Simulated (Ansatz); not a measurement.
**Two runs on Mo**

System: Mo (Im-3m, 1 atom in the cell).
Method of run 1: DFT HSE06, scalar-relativistic, plane waves, PAW, no spin polarisation (Ansatz 0.2.0).

Text and figures count atoms from 1; the logs count them from 0 in places.

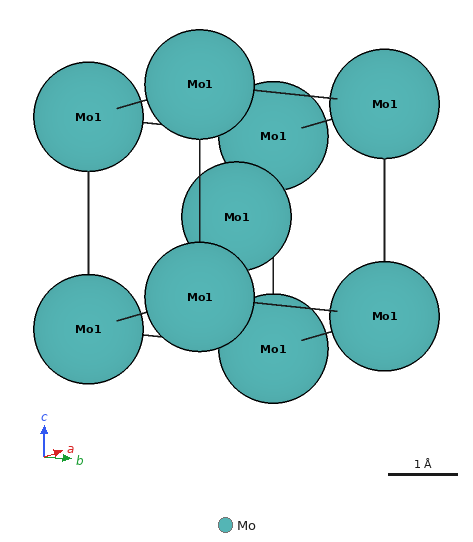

Fig. 1: The structure as given in the input (spheres-only view of the cell 2 times as large as that of the calculation, set on its symmetry axes, seen at an oblique angle; atoms are numbered from 1 in the order of the input).

Input file, run 1:
```yaml
crystal:
  lattice:
    - [-1.5816278571, 1.5816278571, 1.5816278571]
    - [1.5816278571, -1.5816278571, 1.5816278571]
    - [1.5816278571, 1.5816278571, -1.5816278571]
  atoms:
    - { symbol: Mo, position: [0.0, 0.0, 0.0] }
basis:
  ecutwfc: 600
  ecutrho_ratio: 5
kpoints:
  mp_grid: { grid: [10, 10, 10] }
hamiltonian:
  xc: hse06
scf:
  occupations: { method: gaussian, width: 0.05 }
output:
  forces: true
  stress: true
  eigenvalues: true
```

Hardware: 4 threads of an x86-64 CPU, shared host.

Output, shortened to warnings, some set-up lines, iterations and results (run 1):
```
Warning: output.stress: scf.convergence.dr2_threshold = 1e-7 eV (the SCF's general default) is looser than the 1e-10 eV advised for a printed stress (1e-10 eV for each atom of the cell: 1). What an SCF threshold leaves in a stress goes as its square root, and in the free energy as the threshold itself, and one threshold admits the most on a small cell: of the crystals measured, under no hybrid …
Warning: output.stress: scf.exx.energy_threshold = 1e-6 eV is looser than the 1e-8 eV advised for a stress under a hybrid functional (1e-8 eV for each atom of the cell: 1). Every SCF of the exchange loop can meet its threshold on dr2 while the loop round them stops early: no threshold on dr2 bounds what that leaves in the stress. Set scf.exx.energy_threshold to 1e-8 eV or tighter. The threshold …
Basis set: ecut = 600 eV, 531 PW (Γ), exchange–correlation on 50×50×50 points (8 copies of the dense FFT grid, shifted against one another)
Symmetry: 48 space group operations
k-points: 47 of 1000
Initial density: superposition of atomic densities (neutral atoms: chi_scale 0, normalization atom), corrected by the library's trained network
[...]
SCF iter   1: F=—  HF=-4956.006854 eV  |F-HF|=—  |Δ(HF+E_count)|=         —  Δρ=2.99e-3  dr2=4.62e-4  ethr=1.77e-3  ⟨swp⟩=6.7  Hψ=2025  notcnv=0
SCF iter   2: F=—  HF=-4956.007026 eV  |F-HF|=—  |Δ(HF+E_count)|=   1.72e-4  Δρ=1.40e-3  dr2=9.91e-5  ethr=3.30e-6  ⟨swp⟩=3.1  Hψ=1143  notcnv=0  defer=1
SCF iter   3: F=—  HF=-4956.007072 eV  |F-HF|=—  |Δ(HF+E_count)|=   4.61e-5  Δρ=2.71e-4  dr2=8.28e-6  ethr=5.80e-8  ⟨swp⟩=2.0  Hψ=1706  notcnv=0
SCF iter   4: F=—  HF=-4956.007070 eV  |F-HF|=—  |Δ(HF+E_count)|=   2.19e-6  Δρ=2.86e-5  dr2=4.79e-8  ethr=5.80e-8  ⟨swp⟩=3.0  Hψ=980  notcnv=0
SCF iter   5: F=—  HF=-4956.007070 eV  |F-HF|=—  |Δ(HF+E_count)|=   2.38e-8  Δρ=7.89e-6  dr2=3.82e-9  ethr=3.42e-10  ⟨swp⟩=3.0  Hψ=1187  notcnv=0
[... 9 lines ...]
SCF 2 stopped early in 7 iterations: F = -4957.895036 eV  dr2 = 7.20e-6
SCF iter   1: F=—  HF=-4957.895021 eV  |F-HF|=—  |Δ(HF+E_count)|=         —  Δρ=9.60e-5  dr2=7.42e-7  ethr=8.49e-7  ⟨swp⟩=2.4  Hψ=1057  notcnv=0
SCF iter   2: F=—  HF=-4957.895022 eV  |F-HF|=—  |Δ(HF+E_count)|=   1.21e-6  Δρ=5.52e-5  dr2=3.47e-7  ethr=3.15e-9  ⟨swp⟩=3.1  Hψ=1166  notcnv=0
SCF iter   3: F=-4957.895022 eV  HF=-4957.895022 eV  |F-HF|=1.10e-9  |Δ(HF+E_count)|=   1.20e-8  Δρ=1.23e-5  dr2=7.79e-9  ethr=2.12e-9  ⟨swp⟩=3.0  Hψ=1176  notcnv=0
SCF 3 converged in 3 iterations: F = -4957.895022 eV  dr2 = 7.79e-9
  Residual-converged pass: ⟨swp⟩=3.0  Hψ=1115  notcnv=0  max |occ|·‖R‖ = 2.4e-6 eV (tolerance 2.4e-6 eV)  dr2=7.81e-9  dr2_onsite=2.53e-9  max |Δocc| = 2.2e-11
hybrid outer 2: dexx = +1.689e-6 eV, tail = 2.51e-8 eV, Δε = 3.11e-3 eV (about 1.13e-4 eV left of the loop's levels)
hybrid SCF converged: 2 outer / 10 inner (+6 warm-up), last move |dexx| = 1.69e-6 eV, tail = 2.51e-8 eV
Stability not checked: this state was not tested for a lower state beside it, because the functional holds exact exchange (a hybrid, or Hartree-Fock), whose exchange loop this test does not read (fock_operator; see scf.lower_state_search)
Free energy (F): -4957.895022 eV
Frozen-core exchange: fock
Harris-Foulkes:  -4957.895022 eV  (|F-HF|=1.10e-9)
Internal energy: -4957.893323 eV  (E = F + TS)
E sigma→0 (E₀):  -4957.894173 eV
Entropy (-TS):   -0.001699 eV (-1.699 meV/atom)
Fermi energy:    20.735067 eV
--- Per-component energies (eV) ---
  E_band       = -88.516172
  E_kinetic    = 439.111520
  E_local      = -785.887322  (includes V_loc(G=0)·N_el)
  E_nonlocal   = 140.415074
  E_hartree    = 257.996099
  E_xc         = -146.919284
  E_vxc        = -181.733693  (∫ρ·V_xc dr)
  E_exx        = -41.626834  (= α·E_x^exact, valence–valence)
  E_paw        = -3197.038854  (= ΣΔE_a)
  E_vpaw       = -133.161404  (= ΣTr[D̂ρ^β])
  E_aug_tail   = -0.000004  (compensation charges beyond the density's cutoff)
  E_ewald      = -1623.504474
  E_core_change = -0.439245  (= ΣΔE_core)
  E_smearing   = -0.001699  (= −TS)
  E_closure    = -0.000000  (closes the sum)
  Σ components = -4957.895022   (vs F -4957.895022, Δ=0.00e0)
--- Forces (eV/Å), atoms counted from 1 ---
  atom   1  Mo    -0.00000000    -0.00000000     0.00000000
  max |Σ_I F_I| component: 2.05e-31 eV/Å
--- Stress (GPa, compression-positive) ---
       -6.798628       0.000000      -0.000000
        0.000000      -6.798628      -0.000000
        0.000000      -0.000000      -6.798628
  P = ⅓ Tr σ = -6.7986 GPa (-67.986 kbar)
```

For run 2 the input was changed thus:
```diff
-    - [-1.5816278571, 1.5816278571, 1.5816278571]
-    - [1.5816278571, -1.5816278571, 1.5816278571]
-    - [1.5816278571, 1.5816278571, -1.5816278571]
+    - [-1.5573621366, 1.5573621366, 1.5573621366]
+    - [1.5573621366, -1.5573621366, 1.5573621366]
+    - [1.5573621366, 1.5573621366, -1.5573621366]
```

How does run 2 compare with run 1?

With the same functional and potentials, run 2 lies 3.7 meV per atom lower. The pressure goes from −6.80 to 5.57 GPa. The volume per atom goes from 15.83 to 15.11 Å³. The cell is scaled evenly with the atoms at fixed fractional positions, so −ΔP/Δ ln V estimates the bulk modulus midway between the two volumes: about 270 GPa. The number of SCF iterations is the same.

Output, shortened to warnings, some set-up lines, iterations and results (run 2):
```
Warning: output.stress: scf.convergence.dr2_threshold = 1e-7 eV (the SCF's general default) is looser than the 1e-10 eV advised for a printed stress (1e-10 eV for each atom of the cell: 1). What an SCF threshold leaves in a stress goes as its square root, and in the free energy as the threshold itself, and one threshold admits the most on a small cell: of the crystals measured, under no hybrid …
Warning: output.stress: scf.exx.energy_threshold = 1e-6 eV is looser than the 1e-8 eV advised for a stress under a hybrid functional (1e-8 eV for each atom of the cell: 1). Every SCF of the exchange loop can meet its threshold on dr2 while the loop round them stops early: no threshold on dr2 bounds what that leaves in the stress. Set scf.exx.energy_threshold to 1e-8 eV or tighter. The threshold …
Basis set: ecut = 600 eV, 531 PW (Γ), exchange–correlation on 50×50×50 points (8 copies of the dense FFT grid, shifted against one another)
Symmetry: 48 space group operations
k-points: 47 of 1000
Initial density: superposition of atomic densities (neutral atoms: chi_scale 0, normalization atom), corrected by the library's trained network
[...]
SCF iter   1: F=—  HF=-4955.984034 eV  |F-HF|=—  |Δ(HF+E_count)|=         —  Δρ=3.63e-3  dr2=6.06e-4  ethr=1.77e-3  ⟨swp⟩=6.6  Hψ=2017  notcnv=0
SCF iter   2: F=—  HF=-4955.984157 eV  |F-HF|=—  |Δ(HF+E_count)|=   1.23e-4  Δρ=1.72e-3  dr2=1.30e-4  ethr=4.33e-6  ⟨swp⟩=3.0  Hψ=1093  notcnv=0  defer=1
SCF iter   3: F=—  HF=-4955.984190 eV  |F-HF|=—  |Δ(HF+E_count)|=   3.34e-5  Δρ=2.59e-4  dr2=6.91e-6  ethr=4.89e-8  ⟨swp⟩=2.0  Hψ=1704  notcnv=0
SCF iter   4: F=—  HF=-4955.984188 eV  |F-HF|=—  |Δ(HF+E_count)|=   2.12e-6  Δρ=2.71e-5  dr2=3.56e-8  ethr=4.89e-8  ⟨swp⟩=3.0  Hψ=993  notcnv=0
SCF iter   5: F=—  HF=-4955.984188 eV  |F-HF|=—  |Δ(HF+E_count)|=   2.90e-8  Δρ=8.23e-6  dr2=3.85e-9  ethr=2.54e-10  ⟨swp⟩=3.0  Hψ=1188  notcnv=0
[... 9 lines ...]
SCF iter   1: F=—  HF=-4957.898736 eV  |F-HF|=—  |Δ(HF+E_count)|=         —  Δρ=1.05e-4  dr2=9.11e-7  ethr=4.06e-7  ⟨swp⟩=3.9  Hψ=1403  notcnv=0
SCF iter   2: F=—  HF=-4957.898736 eV  |F-HF|=—  |Δ(HF+E_count)|=   2.49e-7  Δρ=3.59e-5  dr2=1.09e-7  ethr=4.53e-9  ⟨swp⟩=2.9  Hψ=919  notcnv=0
SCF iter   3: F=—  HF=-4957.898736 eV  |F-HF|=—  |Δ(HF+E_count)|=   3.64e-7  Δρ=1.89e-5  dr2=5.37e-8  ethr=1.84e-10  ⟨swp⟩=3.4  Hψ=1248  notcnv=0  defer=2
SCF iter   4: F=-4957.898736 eV  HF=-4957.898736 eV  |F-HF|=1.64e-11  |Δ(HF+E_count)|=   1.65e-8  Δρ=8.67e-7  dr2=7.61e-9  ethr=1.84e-10  ⟨swp⟩=3.0  Hψ=998  notcnv=0
SCF 3 converged in 4 iterations: F = -4957.898736 eV  dr2 = 7.61e-9
  Residual-converged pass: ⟨swp⟩=3.0  Hψ=954  notcnv=0  max |occ|·‖R‖ = 2.4e-6 eV (tolerance 2.4e-6 eV)  dr2=7.61e-9  dr2_onsite=9.19e-12  max |Δocc| = 9.0e-12
hybrid outer 2: dexx = +5.222e-7 eV, tail = 2.12e-8 eV, Δε = 2.28e-3 eV (about 9.69e-5 eV left of the loop's levels)
hybrid SCF converged: 2 outer / 10 inner (+6 warm-up), last move |dexx| = 5.22e-7 eV, tail = 2.12e-8 eV
Stability not checked: this state was not tested for a lower state beside it, because the functional holds exact exchange (a hybrid, or Hartree-Fock), whose exchange loop this test does not read (fock_operator; see scf.lower_state_search)
Free energy (F): -4957.898736 eV
Frozen-core exchange: fock
Harris-Foulkes:  -4957.898736 eV  (|F-HF|=1.64e-11)
Internal energy: -4957.896938 eV  (E = F + TS)
E sigma→0 (E₀):  -4957.897837 eV
Entropy (-TS):   -0.001799 eV (-1.799 meV/atom)
Fermi energy:    21.958779 eV
--- Per-component energies (eV) ---
  E_band       = -72.615749
  E_kinetic    = 441.538811
  E_local      = -753.681484  (includes V_loc(G=0)·N_el)
  E_nonlocal   = 141.008750
  E_hartree    = 249.142728
  E_xc         = -147.495836
  E_vxc        = -182.507099  (∫ρ·V_xc dr)
  E_exx        = -41.842428  (= α·E_x^exact, valence–valence)
  E_paw        = -3197.327453  (= ΣΔE_a)
  E_vpaw       = -133.575549  (= ΣTr[D̂ρ^β])
  E_aug_tail   = -0.000004  (compensation charges beyond the density's cutoff)
  E_ewald      = -1648.800778
  E_core_change = -0.439245  (= ΣΔE_core)
  E_smearing   = -0.001799  (= −TS)
  E_closure    = 0.000000  (closes the sum)
  Σ components = -4957.898736   (vs F -4957.898736, Δ=0.00e0)
--- Forces (eV/Å), atoms counted from 1 ---
  atom   1  Mo     0.00000000    -0.00000000    -0.00000000
  max |Σ_I F_I| component: 8.22e-33 eV/Å
--- Stress (GPa, compression-positive) ---
        5.572850      -0.000000      -0.000000
        0.000000       5.572850       0.000000
       -0.000000      -0.000000       5.572850
  P = ⅓ Tr σ = 5.5729 GPa (55.729 kbar)
```

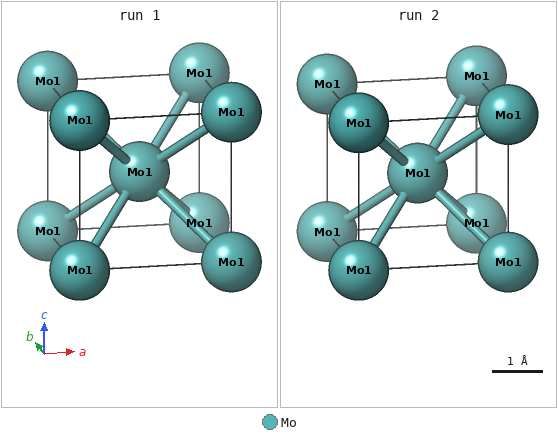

Fig. 2: The two input geometries at one scale (ball-and-stick view of the cell 2 times as large as that of the calculation, set on its symmetry axes, seen slightly off an axis). The atoms keep their places relative to the cell (all moves are under 0.005 Å). The drawn cell changes as follows: a = b = c 3.163 → 3.115 Å (−1.5 %); the volume changes by −4.5 %. Among the contacts that change: Mo1–Mo1 2.739 → 2.697 Å.

The two runs side by side:

```tsv
quantity	run 1	run 2
outcome	converged	converged
free energy per atom (eV)	−4957.8950	−4957.8987
energy per atom, smearing taken to zero (eV)	−4957.8942	−4957.8978
gap on the mesh (eV)	0.00	0.00
pressure (GPa)	−6.80	5.57
volume per atom (Å³)	15.83	15.11
largest force (eV/Å)	0.000	0.000
SCF iterations	16	16
irreducible k-points	47	47
plane waves at Γ	531	531
wall time (shared host)	12 s	12 s
```

For both runs: Warnings: the exchange loop's threshold is looser than advised for the stress; the SCF threshold is looser than advised for the printed stress. For run 1: The cell is under a tension of 6.8 GPa at this level, so it is not at its equilibrium volume. For run 2: The cell is under a pressure of 5.6 GPa at this level, so it is not at its equilibrium volume.
